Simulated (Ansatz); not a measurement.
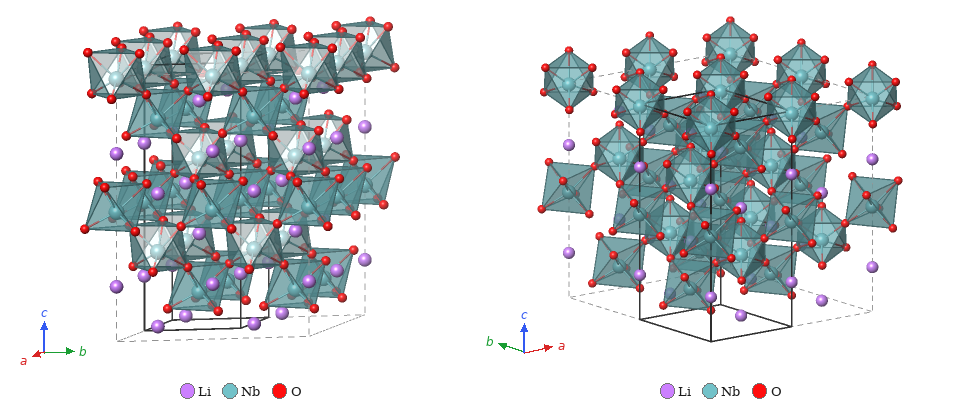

Polyhedra are drawn about Nb (bonds: Nb–O below 2.4 Å); other atoms are plain spheres. Two views of the same piece.

LiNbO3 (space group R3c, No. 161). Coordinates: coordinates from a relaxation with DFT, PBE, plane waves, PAW in Ansatz 0.2.0.

Sharing among the drawn polyhedra:

| site | polyhedron | corner-sharing neighbours | edge-sharing | face-sharing | bond (Å) |
| --- | --- | --- | --- | --- | --- |
| Nb | NbO6 octahedron | 6 | 0 | 0 | 1.88–2.16 |

They form a three-dimensional framework of corner-sharing octahedra.
